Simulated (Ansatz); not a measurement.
## WS2: single-point calculation

System: WS2 (slab, 9 atoms in the cell).
Method: DFT, PBEsol, plane waves, PAW, no spin polarisation (Ansatz 0.2.0).

The structure derives from an entry of the Crystallography Open Database. Figures and captions count atoms from 1; the log counts them from 0 in places.

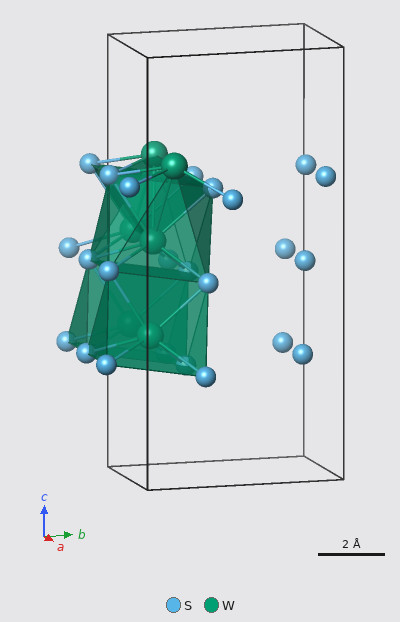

Figure 1. The structure (polyhedral view of the 2 × 1 repeat of the cell, with the vacuum cut short, seen slightly off an axis; polyhedra are completed across the faces of the cell). An atom can appear more than once, as a periodic image.

Input file
```yaml
crystal:
  lattice:
    - [3.1476068045, 0.0, 0.0]
    - [-1.5738034023, 6.4349390115, 0.0]
    - [0.0, 0.0, 23.5179716437]
  atoms:
    - { symbol: S, position: [0.14145359, 0.28290718, 0.361425727] }
    - { symbol: S, position: [0.9004252594, 0.8008505187, 0.3802388718] }
    - { symbol: W, position: [0.5308948236, 0.0617896473, 0.4090820769] }
    - { symbol: S, position: [0.6713612265, 0.342722453, 0.4761718251] }
    - { symbol: S, position: [0.4303328959, 0.8606657918, 0.4949849698] }
    - { symbol: W, position: [0.0610648095, 0.1222307704, 0.5250648535] }
    - { symbol: S, position: [0.2066757929, 0.4135705099, 0.5928352428] }
    - { symbol: S, position: [0.9564383814, 0.9131055188, 0.6126165568] }
    - { symbol: W, position: [0.5890163075, 0.1782317724, 0.6308122821] }
basis:
  ecutwfc: 420
  xc_grid: 2
kpoints:
  mp_grid: { grid: [9, 4, 1] }
hamiltonian:
  xc: pbesol
scf:
  occupations: { method: gaussian, width: 0.05 }
  algorithm: density_mixing
output:
  forces: true
  eigenvalues: true
efield:
  axis: 3
  dipole_correction: true
  ramp_width: 0.04
```

Run on 2 threads of Intel Xeon (Granite Rapids), 32 GiB of memory available, shared host.

Run as:
```bash
ansatz run input.yaml --threads 2 --pin off --max-ram 5120MiB --backend cpu --events-out ev --progress --plain --runs-dir out
```

The program's output
```
Engine: ansatz 0.2.0, x86_64-unknown-linux-gnu
Pseudopotentials: kind: paw
Pseudopotential: S, paw, valence charge 6, recommended cutoff 420 eV (normal), S.paw.azcp
Pseudopotential: W, paw, valence charge 14, recommended cutoff 420 eV (normal), W.paw.azcp
Functional definition: PBEsol
  exchange = pbesol_x
  correlation = pbesol_c
Crystal: 9 atoms, lattice volume = 476.348 Å³
Basis set: ecut = 420 eV, 9267 PW (Γ), exchange–correlation on 48×90×320 points (8 copies of the dense FFT grid, shifted against one another)
Bands: 48, of which v1, the nominal top of the filled ones, is band 39 counted from 1 (38 counted from 0)
Symmetry: 1 space group operations
Space group: P1 (ITA 1), of the structure as read, at distance tolerance 7.8e-5 Å
k-points: 19 of 36 (time reversal used)
Non-local potential: S, projectors of the file, l = 0: 2, l = 1: 2, l = 2: 2
Non-local potential: W, projectors of the file, l = 0: 3, l = 1: 2, l = 2: 2, l = 3: 1
PAW form: soft (Blöchl's): semilocal exchange-correlation on the pseudo side does not see the compensation charge
PAW frozen core: S, regenerated for the run's functional, and the local potential with it (the file was generated under x = pbe(κ = 0.804, μ = 0.2195149727645171), c = pbe(β = 0.06672455060314922))
PAW frozen core: W, regenerated for the run's functional, and the local potential with it (the file was generated under x = pbe(κ = 0.804, μ = 0.2195149727645171), c = pbe(β = 0.06672455060314922))
PAW one-centre angular grid: S, 110 points (default); XC on 64 Gauss nodes
PAW one-centre angular grid: W, 590 points (default); XC on 64 Gauss nodes
Initial density: superposition of atomic densities (neutral atoms: chi_scale 0, normalization atom), corrected by the library's trained network
Initial wavefunctions: pseudopotential atomic-orbital guess
Functional: x = pbesol(κ = 0.804, μ = 0.12345679012345678), c = pbesol(β = 0.046)
SCF iter   1: F=—  HF=-36082.105388 eV  |F-HF|=—  |Δ(HF+E_count)|=         —  Δρ=7.07e-3  dr2=1.47e0  ethr=1.77e-3  p=0.169 e·Å  D=6.43e-2 V/Å  ΔV_dip=-1.51 eV  dr2_dipole=5.57e-1  V_vac-E_F(+/−)=4.39/5.90 eV  ⟨swp⟩=8.1  Hψ=4213  notcnv=0  defer=6
efield: sawtooth ramp at fractional position 0.9761 (placed from the atoms, in the widest stretch of the axis that holds none; the zero of the levels goes with the place), width 0.0400; the density the first Hamiltonian is built on has a dipole p = 0.169 e·Å; the dipole correction subtracts the counter field D = 6.43e-2 V/Å, which shifts the + side's vacuum level by -1.51 eV against the − side's; the planar-averaged density in the ramp window peaks in size at 7.8e-6 e/Å³
preconditioner: auto → LDOS  [metal: Δε(μ)=0.046 eV  Ē_g=7.539 eV  σ=0.050 eV  W_gap=0.47  n_scr=46 (ndim 8)  ℏωp=12.5 eV  f_vac=0.596  D(μ)=4.44/eV (n_scr^D=22)  β→1.0]
SCF iter   2: F=—  HF=-36082.220334 eV  |F-HF|=—  |Δ(HF+E_count)|=   1.15e-1  Δρ=1.56e-2  dr2=1.08e1  ethr=1.77e-3  p=0.236 e·Å  D=8.96e-2 V/Å  ΔV_dip=-2.11 eV  dr2_dipole=3.88e0  V_vac-E_F(+/−)=4.44/6.55 eV  ⟨swp⟩=2.9  Hψ=1479  notcnv=0  defer=73  recentre
SCF iter   3: F=—  HF=-36082.062085 eV  |F-HF|=—  |Δ(HF+E_count)|=   1.58e-1  Δρ=4.10e-3  dr2=5.91e-1  ethr=1.77e-3  p=0.195 e·Å  D=7.40e-2 V/Å  ΔV_dip=-1.74 eV  dr2_dipole=2.22e-1  V_vac-E_F(+/−)=4.36/6.10 eV  ⟨swp⟩=2.1  Hψ=1297  notcnv=0  defer=58
SCF iter   4: F=—  HF=-36082.046317 eV  |F-HF|=—  |Δ(HF+E_count)|=   1.58e-2  Δρ=1.15e-3  dr2=3.66e-2  ethr=7.58e-4  p=0.215 e·Å  D=8.16e-2 V/Å  ΔV_dip=-1.92 eV  dr2_dipole=9.80e-3  V_vac-E_F(+/−)=4.35/6.26 eV  ⟨swp⟩=1.4  Hψ=1046  notcnv=0  defer=36
SCF iter   5: F=—  HF=-36082.043834 eV  |F-HF|=—  |Δ(HF+E_count)|=   2.48e-3  Δρ=3.28e-4  dr2=1.27e-3  ethr=4.69e-5  p=0.218 e·Å  D=8.29e-2 V/Å  ΔV_dip=-1.95 eV  dr2_dipole=1.67e-4  V_vac-E_F(+/−)=4.35/6.30 eV  ⟨swp⟩=1.9  Hψ=1219  notcnv=0  defer=49
SCF iter   6: F=—  HF=-36082.044017 eV  |F-HF|=—  |Δ(HF+E_count)|=   1.83e-4  Δρ=2.51e-4  dr2=2.32e-3  ethr=1.62e-6  p=0.217 e·Å  D=8.26e-2 V/Å  ΔV_dip=-1.94 eV  dr2_dipole=7.59e-4  V_vac-E_F(+/−)=4.35/6.29 eV  ⟨swp⟩=2.3  Hψ=1447  notcnv=0  defer=49
SCF iter   7: F=—  HF=-36082.043961 eV  |F-HF|=—  |Δ(HF+E_count)|=   5.59e-5  Δρ=1.36e-4  dr2=4.74e-4  ethr=1.62e-6  p=0.217 e·Å  D=8.24e-2 V/Å  ΔV_dip=-1.94 eV  dr2_dipole=1.46e-4  V_vac-E_F(+/−)=4.35/6.29 eV  ⟨swp⟩=1.9  Hψ=999  notcnv=0  defer=49
SCF iter   8: F=—  HF=-36082.043950 eV  |F-HF|=—  |Δ(HF+E_count)|=   1.10e-5  Δρ=5.90e-5  dr2=8.41e-5  ethr=6.08e-7  p=0.217 e·Å  D=8.23e-2 V/Å  ΔV_dip=-1.93 eV  dr2_dipole=1.99e-5  V_vac-E_F(+/−)=4.35/6.29 eV  ⟨swp⟩=1.7  Hψ=902  notcnv=0  defer=49
SCF iter   9: F=—  HF=-36082.044017 eV  |F-HF|=—  |Δ(HF+E_count)|=   6.72e-5  Δρ=2.96e-5  dr2=1.04e-5  ethr=1.08e-7  p=0.216 e·Å  D=8.22e-2 V/Å  ΔV_dip=-1.93 eV  dr2_dipole=4.28e-7  V_vac-E_F(+/−)=4.36/6.29 eV  ⟨swp⟩=1.5  Hψ=932  notcnv=0  defer=49
SCF iter  10: F=—  HF=-36082.044017 eV  |F-HF|=—  |Δ(HF+E_count)|=   3.09e-7  Δρ=1.73e-5  dr2=3.76e-6  ethr=1.33e-8  p=0.217 e·Å  D=8.22e-2 V/Å  ΔV_dip=-1.93 eV  dr2_dipole=7.42e-8  V_vac-E_F(+/−)=4.36/6.29 eV  ⟨swp⟩=2.2  Hψ=1240  notcnv=0  defer=49
SCF iter  11: F=—  HF=-36082.044017 eV  |F-HF|=—  |Δ(HF+E_count)|=   2.76e-7  Δρ=9.69e-6  dr2=1.15e-6  ethr=4.83e-9  p=0.217 e·Å  D=8.23e-2 V/Å  ΔV_dip=-1.93 eV  dr2_dipole=1.74e-8  V_vac-E_F(+/−)=4.36/6.29 eV  ⟨swp⟩=2.3  Hψ=1178  notcnv=0  defer=49
SCF iter  12: F=—  HF=-36082.044017 eV  |F-HF|=—  |Δ(HF+E_count)|=   1.12e-7  Δρ=3.86e-6  dr2=2.13e-7  ethr=1.47e-9  p=0.217 e·Å  D=8.22e-2 V/Å  ΔV_dip=-1.93 eV  dr2_dipole=3.84e-8  V_vac-E_F(+/−)=4.36/6.29 eV  ⟨swp⟩=2.0  Hψ=1205  notcnv=0  defer=49
SCF iter  13: F=-36082.044017 eV  HF=-36082.044017 eV  |F-HF|=4.50e-9  |Δ(HF+E_count)|=   1.63e-8  Δρ=1.20e-6  dr2=2.29e-8  ethr=1.28e-10  p=0.217 e·Å  D=8.22e-2 V/Å  ΔV_dip=-1.93 eV  dr2_dipole=6.48e-10  V_vac-E_F(+/−)=4.36/6.29 eV  ⟨swp⟩=14.3  Hψ=4266  notcnv=0
SCF 1 converged in 13 iterations: F = -36082.044017 eV  dr2 = 2.29e-8
  greatest PAW one-centre occupation: 1.000 electrons in one spin orbital (limit 2), on the W atom at site 2 (counted from 0), in its partial waves of l = 0
```

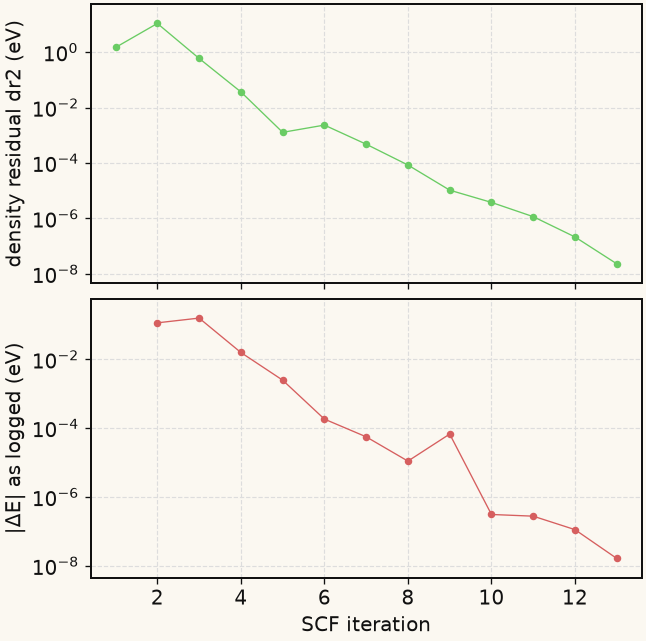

Figure 2. Convergence of the self-consistent field: density residual dr2 and size of the energy change against the SCF iteration. The residual comes down, with one marked jump up, by a factor of about 7, at step 2.

```
SCF converged after 13 iterations
Free energy (F): -36082.044017 eV
Harris-Foulkes:  -36082.044017 eV  (|F-HF|=4.50e-9)
Internal energy: -36082.036502 eV  (E = F + TS)
E sigma→0 (E₀):  -36082.040259 eV
Entropy (-TS):   -0.007514 eV (-0.835 meV/atom)
Fermi energy:    0.263367 eV
Dipole field:    D = 0.082268 V/Å  (p = 0.216568 e·Å, saw-weighted, corrected)
Work function:   Φ+ = 4.3555 eV   Φ− = 6.2903 eV
Levels:          The Fermi level and band energies are counted from a zero that moves with the ramp; work functions are not
--- Per-component energies (eV) ---
  E_band       = -1415.893361
  E_kinetic    = 1988.838140
  E_local      = -52806.905389  (includes V_loc(G=0)·N_el)
  E_nonlocal   = 183.078157
  E_hartree    = 25433.736758
  E_xc         = -1368.501820
  E_vxc        = -1234.870702  (∫ρ·V_xc dr)
  E_paw        = -28813.502238  (= ΣΔE_a)
  E_vpaw       = -412.115161  (= ΣTr[D̂ρ^β])
  E_aug_tail   = -0.000189  (compensation charges beyond the density's cutoff)
  E_efield     = 0.008908  (sawtooth field / dipole correction)
  E_vefield    = -1.378681  (∫n·V_field dr)
  E_ewald      = 19300.174098
  E_core_change = 1.037072  (= ΣΔE_core)
  E_smearing   = -0.007514  (= −TS)
  E_closure    = 0.000000  (closes the sum)
  Σ components = -36082.044017   (vs F -36082.044017, Δ=0.00e0)
--- Forces (eV/Å), atoms counted from 1 ---
  atom   1  S      0.00087883    -0.70779508     0.15863261
  atom   2  S     -0.00377523     0.65398590    -0.10224466
  atom   3  W      0.00239891    -0.01703700    -0.34394241
  atom   4  S      0.00008621    -0.19662239     0.13910739
  atom   5  S      0.00009385     0.26407761     0.12463852
  atom   6  W      0.00020050     0.00213746     0.01547352
  atom   7  S     -0.00025233    -0.01607600     0.01082956
  atom   8  S     -0.00020115     0.01872088     0.01953432
  atom   9  W      0.00056997    -0.00135644    -0.02204980
  max |Σ_I F_I| component: 3.49e-5 eV/Å
--- Band table (eV; the first three rows and the last of 19) ---
  k-point 0: bands = ["-74.2440", "-74.1220", "-73.8757", "-38.6429", "-38.6156", "-38.3992", "-38.3635", "-38.3587", "-38.2604", "-38.2087", "-38.1135", "-37.8999", "-14.8276", "-13.8455", "-13.2617", "-12.7752", "-12.3814", "-11.3447", "-6.8652", "-6.1969", "-5.5168", "-4.9590", "-4.8821", "-3.8476", "-3.7497", "-3.5452", "-2.8063", "-2.7263", "-2.7121", "-1.9108", "-1.8069", "-1.7396", "-1.6687", "-1.3035", "-0.9743", "-0.7647", "-0.6049", "-0.4861", "-0.0057", "0.1922", "0.5501", "1.6876", "2.3127", "2.4278", "2.8971", "3.0505", "3.3162", "3.4014"]
  k-point 1: bands = ["-74.2440", "-74.1220", "-73.8757", "-38.6429", "-38.6157", "-38.3992", "-38.3635", "-38.3587", "-38.2604", "-38.2087", "-38.1135", "-37.8999", "-14.7551", "-13.7889", "-13.3910", "-12.8524", "-12.3321", "-11.4374", "-6.5568", "-6.0945", "-5.3504", "-5.0425", "-4.7157", "-3.8287", "-3.7412", "-3.7267", "-2.7609", "-2.7351", "-2.6949", "-2.5048", "-2.2095", "-1.7779", "-1.6553", "-1.2852", "-1.2140", "-0.6113", "-0.5245", "-0.2681", "0.0781", "0.1584", "0.4474", "1.6228", "2.4393", "2.6220", "2.8559", "2.9251", "3.2620", "3.4988"]
  k-point 2: bands = ["-74.2440", "-74.1220", "-73.8757", "-38.6429", "-38.6157", "-38.3992", "-38.3635", "-38.3587", "-38.2604", "-38.2087", "-38.1135", "-37.8999", "-14.6684", "-13.7254", "-13.5276", "-12.9424", "-12.2699", "-11.5400", "-6.2171", "-5.9295", "-5.2121", "-5.0233", "-4.5785", "-4.1185", "-3.7195", "-3.7028", "-3.0252", "-2.7431", "-2.7245", "-2.6786", "-2.4311", "-1.8167", "-1.6495", "-1.6420", "-1.1814", "-0.5628", "-0.4358", "-0.1095", "0.0562", "0.2472", "0.3225", "1.5635", "2.6035", "2.7296", "2.8205", "2.8232", "3.2123", "3.5392"]
  k-point 18: bands = ["-74.2331", "-74.1133", "-73.8665", "-38.7024", "-38.6106", "-38.5740", "-38.4148", "-38.3738", "-38.3322", "-38.2130", "-38.1369", "-38.0820", "-13.1254", "-13.0913", "-12.7431", "-12.4466", "-11.2547", "-11.1388", "-6.6130", "-6.2563", "-5.6014", "-5.0513", "-4.9947", "-4.9604", "-4.4766", "-4.1773", "-3.8715", "-3.5557", "-3.4628", "-3.0382", "-2.6789", "-2.4620", "-2.3666", "-1.9964", "-1.6079", "-1.2337", "-0.2638", "0.2933", "0.3451", "0.4659", "0.9255", "1.7017", "2.4412", "2.9353", "3.0439", "3.3868", "3.5905", "4.1238"]
```

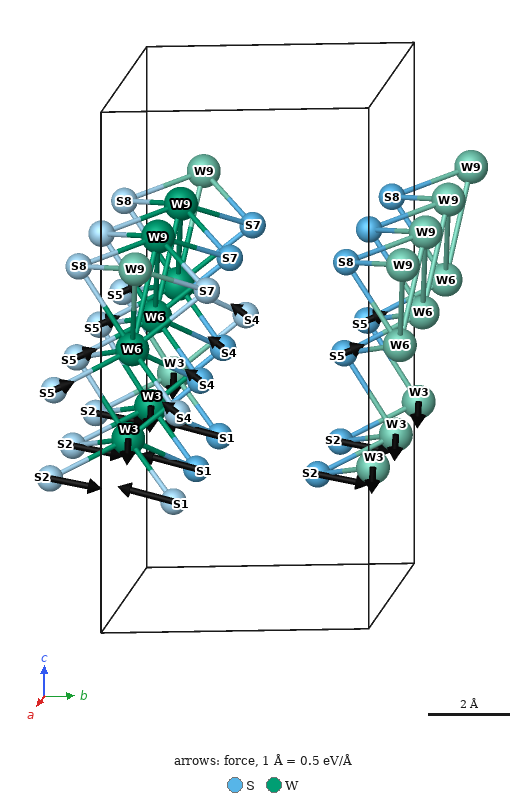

Figure 3. Forces on the atoms as black arrows (ball-and-stick view of the 2 × 1 repeat of the cell, with the vacuum cut short, seen slightly off an axis; neighbours outside the cell are drawn fainter; atoms are numbered from 1 in the order of the input); the smallest are left out. The largest act on S1 (0.73 eV/Å); S2 (0.66 eV/Å); W3 (0.34 eV/Å); S5 (0.29 eV/Å), among others. The geometry is not a stationary point of this energy.

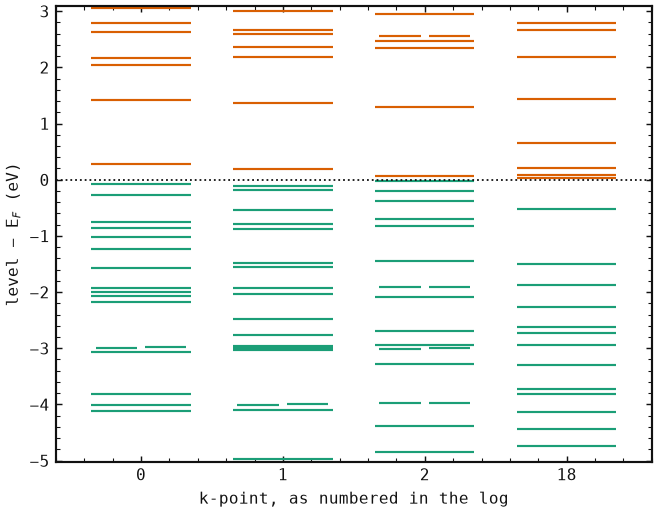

Figure 4. Kohn–Sham levels near the Fermi level (dotted) at the few k-points that the log prints; levels within 0.02 eV of each other stand side by side. The system is metallic on the full mesh.

Key numbers

```tsv
quantity	value
outcome	converged
electrons treated	78
free energy	−36082.0440 eV
Fermi energy	0.263 eV
gap on the k-point mesh	none (metallic)
largest force (length of the vector)	0.725 eV/Å
wall time	12 s (CPU time 24 s)
peak memory	0.78 GiB
```

Settings chosen away from the usual ones: basis.xc_grid set to 2; scf.algorithm set to density_mixing. Spin–orbit coupling is left out, which matters for W.
